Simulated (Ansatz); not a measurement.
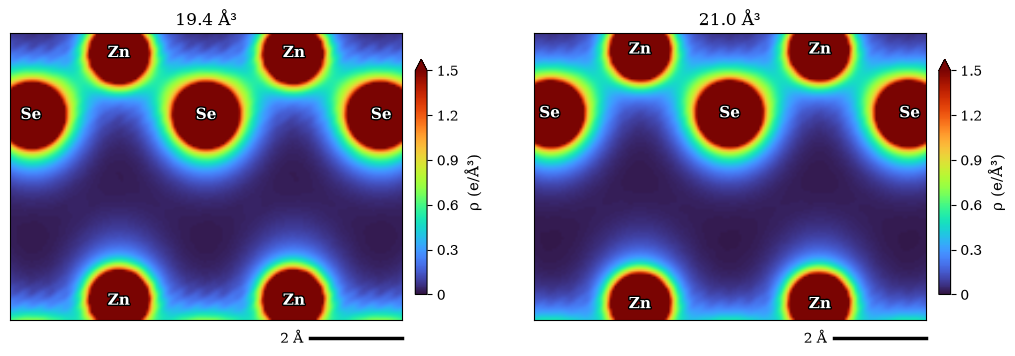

ZnSe. The valence electron density of cells scaled evenly to different volumes (given per atom above each panel), on the (101̄) plane of each (indices in the axes of the cell below), at one length scale and on one colour scale.

Theory: Ansatz, DFT, LDA, PAW with Ansatz's default frozen-core files, scalar-relativistic; relaxation of cell and atoms.

Core electrons are frozen (PAW), and the valence fields are smoothed inside the atomic spheres.

The largest cell:

```xyz
2
Lattice="0.0000 2.7592 2.7592 2.7592 0.0000 2.7592 2.7592 2.7592 0.0000" Properties=species:S:1:pos:R:3 pbc="T T T"
Zn    0.0000    0.0000    0.0000
Se    4.1388    4.1388    4.1388
```

| volume (Å³/atom) | Zn–Se contact in the plane (Å) | ρ at its midpoint (e/Å³) | pressure (GPa) | gap on the mesh (eV) | 
| --- | --- | --- | --- | --- |
| 19.35 | 2.325 | 0.572 | 10.0 | 1.72 | 
| 19.89 | 2.346 | ? | ? | ? | 
| 21.01 | 2.390 | 0.513 | 2.0 | 1.36 | 

**What values belong in the row with question marks?**

Over the known rows ln ρ falls by 1.67 per Å of Zn–Se distance (the line through the two), which gives 0.552 e/Å³ at 2.346 Å; the calculation gives 0.552 e/Å³. For the pressure, a straight line in volume between the neighbouring rows gives 7.4 GPa; the calculation gives 7.0, lower because pressure rises ever faster on compression. For the gap on the mesh, a straight line in volume between the neighbouring rows gives 1.60 eV; the calculation gives 1.60.
